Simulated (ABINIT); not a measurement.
## NiO: phonon calculation (part 1 of 3)

System: NiO (2 atoms in the cell).
Method: Kohn-Sham DFT of a periodic cell, PBEsol, PseudoDojo NC SR PBEsol v0.4.1 standard, spin-polarised (ABINIT 10.8.3).

The structure derives from an entry of the Crystallography Open Database.

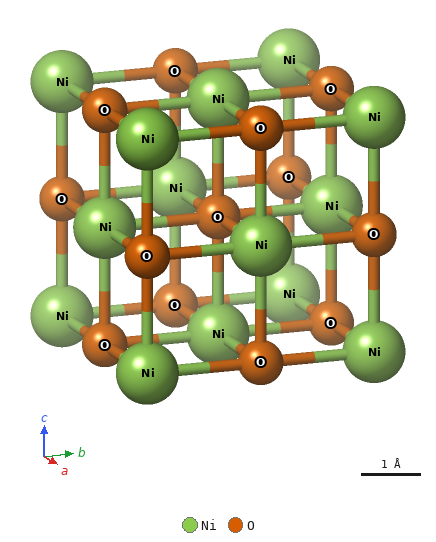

Fig. 1: The structure (ball-and-stick view of the cell 4 times as large as that of the calculation, set on its symmetry axes, seen slightly off an axis). An atom can appear more than once, as a periodic image. Near neighbours in the periodic cell (some may lie outside the picture): Ni has 6 O at 2.09 Å; O has 6 Ni at 2.09 Å.

### Key numbers

| quantity | value |
| --- | --- |
| outcome | converged |
| space group (tolerance 0.01 Å) | Fm-3m (225) |
| electrons treated | 24 |
| free energy | −5009.3469 eV |
| Fermi energy | 8.763 eV |
| net moment of the cell | 0.64 μB |
| pressure | −12.57 GPa |
| largest force (length of the vector) | under 0.001 eV/Å |
| hardware | 4 threads of Arm Neoverse V2, 128 GiB of memory available, shared host |
| wall time | 4.1 min (CPU time 16 min) |
| peak memory | 0.8 GiB |

### Remarks

Points of doubt noted for this run: k mesh coarse for metal response. The cell is under a tension of 12.6 GPa at this level, so it is not at its equilibrium volume.

### Input
```
# Datasets
ndtset 2

# Pseudopotentials
pp_dirpath "./"
pseudos "Ni.upf, O.upf"

# Structure
acell 3*1.0
rprim
     0.0000000000     3.9417828252     3.9417828252
     3.9417828252     0.0000000000     3.9417828252
     3.9417828252     3.9417828252     0.0000000000
ntypat 2
znucl 28 8
natom 2
typat 1 2
xred
            0.0            0.0            0.0
            1/2            1/2            1/2

# Plane-wave basis
ecut 1224.512381 eV

# k points
ngkpt 6 6 6
nshiftk 4
shiftk
     0.5000000000     0.5000000000     0.5000000000
     0.5000000000     0.0000000000     0.0000000000
     0.0000000000     0.5000000000     0.0000000000
     0.0000000000     0.0000000000     0.5000000000

# Exchange and correlation
ixc -116133

# Bands and occupations
nband 21
occopt 3
tsmear 0.05 eV

# Spin
nsppol 2
spinat
     0.0000000000     0.0000000000     1.0000000000
     0.0000000000     0.0000000000     0.0000000000

# SCF cycle
nstep 80

# Output
prteig 0
prtebands 0
prtwf 0
prtden 0
prtpot 0

# Dataset 1: ground state
kptopt1 1
tolvrs1 1.0e-15
prtwf1 1
tolwfr1 1.0e-14
nbdbuf1 4
nline1 6

# Dataset 2: response at q = 0 to atomic displacements
rfphon2 1
rfatpol2 1 2
rfdir2 1 1 1
getwfk2 1
kptopt2 2
nqpt2 1
qpt2 0.0 0.0 0.0
tolvrs2 1.0e-8
```

### File mrgddb.in
```
merged_DDB
NiO
2
runo_DS1_DDB
runo_DS2_DDB
```

### File anaddb.abi
```
ddb_filepath "merged_DDB"
output_file "anaddb.abo"
outdata_prefix "ana"
asr 2
chneut 0
dipdip 0
dieflag 0
enunit 0
eivec 1
nph1l 1
qph1l 0.0 0.0 0.0 1.0
```

Launched with:
```bash
mpirun --bind-to none -np 4 abinit run.abi > log 2>&1
mrgddb < mrgddb.in > mrgddb.log 2>&1
anaddb anaddb.abi > anaddb.log 2>&1
```

### What the program printed
```
.Version 10.8.3 of ABINIT
 DATASET    1 : space group Fm -3 m (#225); Bravais cF (face-center cubic)
================================================================================
 Values of the parameters that define the memory need for DATASET  1.
     intxc =       0    ionmov =       0      iscf =       7    lmnmax =       6
     lnmax =       6     mgfft =      36  mpssoang =       3    mqgrid =    3001
     natom =       2  nloc_mem =       1    nspden =       2   nspinor =       1
    nsppol =       2      nsym =      48    n1xccc =    2501    ntypat =       2
    occopt =       3   xclevel =       2
       mpw =        1789          nfft =       46656          nkpt =          28
================================================================================
================================================================================

 DATASET    2 : space group Fm -3 m (#225); Bravais cF (face-center cubic)
================================================================================
 Values of the parameters that define the memory need for DATASET  2 (RF).
     intxc =       0      iscf =       7    lmnmax =       6     lnmax =       6
     mgfft =      36  mpssoang =       3    mqgrid =    3001     natom =       2
  nloc_mem =       1    nspden =       2   nspinor =       1    nsppol =       2
      nsym =      48    n1xccc =    2501    ntypat =       2    occopt =       3
   xclevel =       2
      nfft =       46656          nkpt =         432
================================================================================
================================================================================

--------------------------------------------------------------------------------
------------- Echo of variables that govern the present computation ------------
--------------------------------------------------------------------------------
 -outvars: echo values of preprocessed input variables --------
            acell      1.0000000000E+00  1.0000000000E+00  1.0000000000E+00 Bohr
              amu      5.86900000E+01  1.59994000E+01
             ecut      4.50000000E+01 Hartree
           getwfk1          0
           getwfk2          1
              ixc     -116133
           jdtset        1    2
                       outvar_i_n : Printing only first  50 k-points.
           kptopt1          1
           kptopt2          2
         kptrlatt        6   -6    6     -6    6    6     -6   -6    6
          kptrlen      4.73013939E+01
            natom           2
            nband1         21
            nband2         21
           nbdbuf1          4
           nbdbuf2          2
           ndtset           2
            ngfft          36      36      36
             nkpt1         28
             nkpt2        432
            nline1          6
            nline2          4
             nqpt1          0
             nqpt2          1
           nspden           2
           nsppol           2
            nstep          80
             nsym          48
           ntypat           2
                       prtocc : prtvol=0, do not print more k-points.
                       1.000000  1.000000  1.000000  1.000000  1.000000  1.000000
                       1.000000  1.000000  1.000000  1.000000  1.000000  1.000000
                       0.000000  0.000000  0.000000  0.000000  0.000000  0.000000
                       0.000000  0.000000  0.000000
                       1.000000  1.000000  1.000000  1.000000  1.000000  1.000000
                       1.000000  1.000000  1.000000  1.000000  1.000000  1.000000
                       0.000000  0.000000  0.000000  0.000000  0.000000  0.000000
                       0.000000  0.000000  0.000000
                       1.000000  1.000000  1.000000  1.000000  1.000000  1.000000
                       1.000000  1.000000  1.000000  1.000000  1.000000  1.000000
                       0.000000  0.000000  0.000000  0.000000  0.000000  0.000000
                       0.000000  0.000000  0.000000
                       1.000000  1.000000  1.000000  1.000000  1.000000  1.000000
                       1.000000  1.000000  1.000000  1.000000  1.000000  1.000000
                       0.000000  0.000000  0.000000  0.000000  0.000000  0.000000
                       0.000000  0.000000  0.000000
                       1.000000  1.000000  1.000000  1.000000  1.000000  1.000000
                       1.000000  1.000000  1.000000  1.000000  1.000000  1.000000
                       0.000000  0.000000  0.000000  0.000000  0.000000  0.000000
                       0.000000  0.000000  0.000000
                       1.000000  1.000000  1.000000  1.000000  1.000000  1.000000
                       1.000000  1.000000  1.000000  1.000000  1.000000  1.000000
                       0.000000  0.000000  0.000000  0.000000  0.000000  0.000000
                       0.000000  0.000000  0.000000
                       1.000000  1.000000  1.000000  1.000000  1.000000  1.000000
                       1.000000  1.000000  1.000000  1.000000  1.000000  1.000000
                       0.000000  0.000000  0.000000  0.000000  0.000000  0.000000
                       0.000000  0.000000  0.000000
                       1.000000  1.000000  1.000000  1.000000  1.000000  1.000000
                       1.000000  1.000000  1.000000  1.000000  1.000000  1.000000
                       0.000000  0.000000  0.000000  0.000000  0.000000  0.000000
                       0.000000  0.000000  0.000000
                       1.000000  1.000000  1.000000  1.000000  1.000000  1.000000
                       1.000000  1.000000  1.000000  1.000000  1.000000  1.000000
                       0.000000  0.000000  0.000000  0.000000  0.000000  0.000000
                       0.000000  0.000000  0.000000
                       1.000000  1.000000  1.000000  1.000000  1.000000  1.000000
                       1.000000  1.000000  1.000000  1.000000  1.000000  1.000000
                       0.000000  0.000000  0.000000  0.000000  0.000000  0.000000
                       0.000000  0.000000  0.000000
                       1.000000  1.000000  1.000000  1.000000  1.000000  1.000000
                       1.000000  1.000000  1.000000  1.000000  1.000000  1.000000
                       0.000000  0.000000  0.000000  0.000000  0.000000  0.000000
                       0.000000  0.000000  0.000000
                       1.000000  1.000000  1.000000  1.000000  1.000000  1.000000
                       1.000000  1.000000  1.000000  1.000000  1.000000  1.000000
                       0.000000  0.000000  0.000000  0.000000  0.000000  0.000000
                       0.000000  0.000000  0.000000
                       1.000000  1.000000  1.000000  1.000000  1.000000  1.000000
                       1.000000  1.000000  1.000000  1.000000  1.000000  1.000000
                       0.000000  0.000000  0.000000  0.000000  0.000000  0.000000
                       0.000000  0.000000  0.000000
                       1.000000  1.000000  1.000000  1.000000  1.000000  1.000000
                       1.000000  1.000000  1.000000  1.000000  1.000000  1.000000
                       0.000000  0.000000  0.000000  0.000000  0.000000  0.000000
                       0.000000  0.000000  0.000000
                       1.000000  1.000000  1.000000  1.000000  1.000000  1.000000
                       1.000000  1.000000  1.000000  1.000000  1.000000  1.000000
                       0.000000  0.000000  0.000000  0.000000  0.000000  0.000000
                       0.000000  0.000000  0.000000
                       1.000000  1.000000  1.000000  1.000000  1.000000  1.000000
                       1.000000  1.000000  1.000000  1.000000  1.000000  1.000000
                       0.000000  0.000000  0.000000  0.000000  0.000000  0.000000
                       0.000000  0.000000  0.000000
                       1.000000  1.000000  1.000000  1.000000  1.000000  1.000000
                       1.000000  1.000000  1.000000  1.000000  1.000000  1.000000
                       0.000000  0.000000  0.000000  0.000000  0.000000  0.000000
                       0.000000  0.000000  0.000000
                       1.000000  1.000000  1.000000  1.000000  1.000000  1.000000
                       1.000000  1.000000  1.000000  1.000000  1.000000  1.000000
                       0.000000  0.000000  0.000000  0.000000  0.000000  0.000000
                       0.000000  0.000000  0.000000
                       1.000000  1.000000  1.000000  1.000000  1.000000  1.000000
                       1.000000  1.000000  1.000000  1.000000  1.000000  1.000000
                       0.000000  0.000000  0.000000  0.000000  0.000000  0.000000
                       0.000000  0.000000  0.000000
                       1.000000  1.000000  1.000000  1.000000  1.000000  1.000000
                       1.000000  1.000000  1.000000  1.000000  1.000000  1.000000
                       0.000000  0.000000  0.000000  0.000000  0.000000  0.000000
                       0.000000  0.000000  0.000000
                       1.000000  1.000000  1.000000  1.000000  1.000000  1.000000
                       1.000000  1.000000  1.000000  1.000000  1.000000  1.000000
                       0.000000  0.000000  0.000000  0.000000  0.000000  0.000000
                       0.000000  0.000000  0.000000
                       1.000000  1.000000  1.000000  1.000000  1.000000  1.000000
                       1.000000  1.000000  1.000000  1.000000  1.000000  1.000000
                       0.000000  0.000000  0.000000  0.000000  0.000000  0.000000
                       0.000000  0.000000  0.000000
                       1.000000  1.000000  1.000000  1.000000  1.000000  1.000000
                       1.000000  1.000000  1.000000  1.000000  1.000000  1.000000
                       0.000000  0.000000  0.000000  0.000000  0.000000  0.000000
                       0.000000  0.000000  0.000000
                       1.000000  1.000000  1.000000  1.000000  1.000000  1.000000
                       1.000000  1.000000  1.000000  1.000000  1.000000  1.000000
                       0.000000  0.000000  0.000000  0.000000  0.000000  0.000000
                       0.000000  0.000000  0.000000
                       1.000000  1.000000  1.000000  1.000000  1.000000  1.000000
                       1.000000  1.000000  1.000000  1.000000  1.000000  1.000000
                       0.000000  0.000000  0.000000  0.000000  0.000000  0.000000
                       0.000000  0.000000  0.000000
                       1.000000  1.000000  1.000000  1.000000  1.000000  1.000000
                       1.000000  1.000000  1.000000  1.000000  1.000000  1.000000
                       0.000000  0.000000  0.000000  0.000000  0.000000  0.000000
                       0.000000  0.000000  0.000000
                       1.000000  1.000000  1.000000  1.000000  1.000000  1.000000
                       1.000000  1.000000  1.000000  1.000000  1.000000  1.000000
                       0.000000  0.000000  0.000000  0.000000  0.000000  0.000000
                       0.000000  0.000000  0.000000
                       1.000000  1.000000  1.000000  1.000000  1.000000  1.000000
                       1.000000  1.000000  1.000000  1.000000  1.000000  1.000000
                       0.000000  0.000000  0.000000  0.000000  0.000000  0.000000
                       0.000000  0.000000  0.000000
                       1.000000  1.000000  1.000000  1.000000  1.000000  1.000000
                       1.000000  1.000000  1.000000  1.000000  1.000000  1.000000
                       0.000000  0.000000  0.000000  0.000000  0.000000  0.000000
                       0.000000  0.000000  0.000000
                       1.000000  1.000000  1.000000  1.000000  1.000000  1.000000
                       1.000000  1.000000  1.000000  1.000000  1.000000  1.000000
                       0.000000  0.000000  0.000000  0.000000  0.000000  0.000000
                       0.000000  0.000000  0.000000
                       1.000000  1.000000  1.000000  1.000000  1.000000  1.000000
                       1.000000  1.000000  1.000000  1.000000  1.000000  1.000000
                       0.000000  0.000000  0.000000  0.000000  0.000000  0.000000
                       0.000000  0.000000  0.000000
                       1.000000  1.000000  1.000000  1.000000  1.000000  1.000000
                       1.000000  1.000000  1.000000  1.000000  1.000000  1.000000
                       0.000000  0.000000  0.000000  0.000000  0.000000  0.000000
                       0.000000  0.000000  0.000000
                       1.000000  1.000000  1.000000  1.000000  1.000000  1.000000
                       1.000000  1.000000  1.000000  1.000000  1.000000  1.000000
                       0.000000  0.000000  0.000000  0.000000  0.000000  0.000000
                       0.000000  0.000000  0.000000
                       1.000000  1.000000  1.000000  1.000000  1.000000  1.000000
                       1.000000  1.000000  1.000000  1.000000  1.000000  1.000000
                       0.000000  0.000000  0.000000  0.000000  0.000000  0.000000
                       0.000000  0.000000  0.000000
                       1.000000  1.000000  1.000000  1.000000  1.000000  1.000000
                       1.000000  1.000000  1.000000  1.000000  1.000000  1.000000
                       0.000000  0.000000  0.000000  0.000000  0.000000  0.000000
                       0.000000  0.000000  0.000000
                       1.000000  1.000000  1.000000  1.000000  1.000000  1.000000
                       1.000000  1.000000  1.000000  1.000000  1.000000  1.000000
                       0.000000  0.000000  0.000000  0.000000  0.000000  0.000000
                       0.000000  0.000000  0.000000
                       1.000000  1.000000  1.000000  1.000000  1.000000  1.000000
                       1.000000  1.000000  1.000000  1.000000  1.000000  1.000000
                       0.000000  0.000000  0.000000  0.000000  0.000000  0.000000
```
